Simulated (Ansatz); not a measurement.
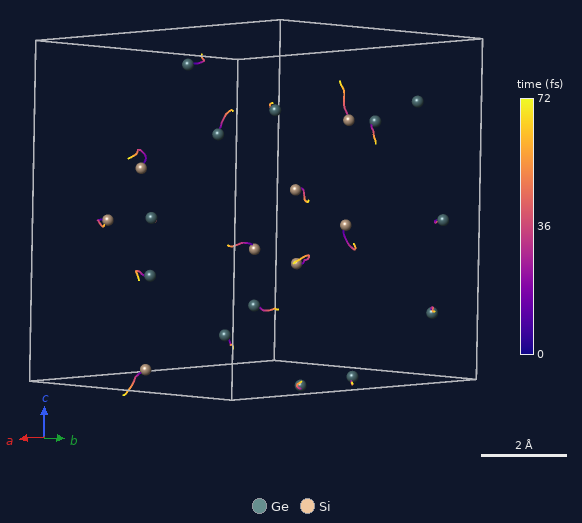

A Born-Oppenheimer molecular dynamics run of an amorphous cell of composition Si8Ge13 (21 atoms in the cell), 72 fs long. Lines trace each atom's path, coloured by time; spheres stand at the starting positions. Seen from a free direction in the simulation cell.

All numbers below come from Ansatz 0.2.0, DFT PBE, scalar-relativistic, plane waves, PAW. Set-up: plane-wave cutoff 320 eV; k-point mesh 1 × 1 × 1; Fermi-Dirac smearing 0.259 eV; set temperature 3000 K; time step 3 fs.

The input:
```yaml
crystal:
  lattice:
    - [7.560165, 0.189652, -0.066185]
    - [0.189652, 7.81616, 0.119619]
    - [-0.066185, 0.119619, 8.062796]
  atoms:
    - { symbol: Ge, position: [0.5660210633, 0.3858618788, 0.7195996753] }
    - { symbol: Ge, position: [0.4834890654, 0.4794297039, 0.2171790507] }
    - { symbol: Ge, position: [0.0850335158, 0.0851026473, 0.7442477484] }
    - { symbol: Ge, position: [0.0274296854, 0.7184206103, 0.8014378418] }
    - { symbol: Ge, position: [0.60009048, 0.1038185605, 0.2908584589] }
    - { symbol: Ge, position: [0.0932992253, 0.9344129705, 0.4695871859] }
    - { symbol: Ge, position: [0.7919340012, 0.5031474311, 0.9447459646] }
    - { symbol: Ge, position: [0.0175479515, 0.7972063082, 0.1848495667] }
    - { symbol: Ge, position: [0.5880271717, 0.8423497194, 0.0089903318] }
    - { symbol: Ge, position: [0.2900686712, 0.1044346635, 0.0971619481] }
    - { symbol: Ge, position: [0.9992920875, 0.5864872854, 0.5118576179] }
    - { symbol: Ge, position: [0.2723834129, 0.7166302046, 0.0086531438] }
    - { symbol: Ge, position: [0.3564019105, 0.9075021476, 0.7740969082] }
    - { symbol: Si, position: [0.3362522675, 0.4958978813, 0.5486217224] }
    - { symbol: Si, position: [0.0312742949, 0.384920774, 0.7283447967] }
    - { symbol: Si, position: [0.6485218019, 0.1084416233, 0.6095474182] }
    - { symbol: Si, position: [0.1764408203, 0.3146536148, 0.3125012882] }
    - { symbol: Si, position: [0.8885811035, 0.2378276681, 0.4792130703] }
    - { symbol: Si, position: [0.6982449304, 0.2081071759, 0.0268102913] }
    - { symbol: Si, position: [0.6346496018, 0.6586775772, 0.4017498317] }
    - { symbol: Si, position: [0.4178760414, 0.8451799628, 0.4695616375] }
  symmetry: { detect: false }
basis:
  ecutwfc: 320
  xc_grid: 1
kpoints:
  mp_grid: { grid: [1, 1, 1], shift: [0.25, 0.25, 0.25] }
hamiltonian:
  xc: pbe
scf:
  occupations: { method: fermi_dirac, width: 0.2585 }
  lower_state_search: "off"
  convergence: { dr2_threshold: 1.0e-05 }
output:
  forces: true
  stress: true
md:
  timestep: 3.0
  n_steps: 24
  ensemble: nvt_langevin
  friction: 0.03
  temperature: 3000.0
  initial_velocities: maxwell_boltzmann
  seed: 87721
```

Command:
```bash
ansatz run input.yaml --threads 2 --pin off --max-ram 5120MiB --backend cpu --events-out ev --progress --plain --runs-dir out
```

Describe the motion.

Answer. Root-mean-square distances from the starting positions over the second half, with the common drift of all atoms taken out: Si 0.53 Å, Ge 0.34 Å. The run lasts only 72 fs, too short to tell vibration from diffusion.

Limits of the set-up: the cutoff lies below the recommended one; the periodic images lie only 7.6 Å apart, so the values are limited by the cell's size.

Cost: 51 s on 2 threads of Arm Neoverse V2, on a shared host, peak memory 0.54 GiB.
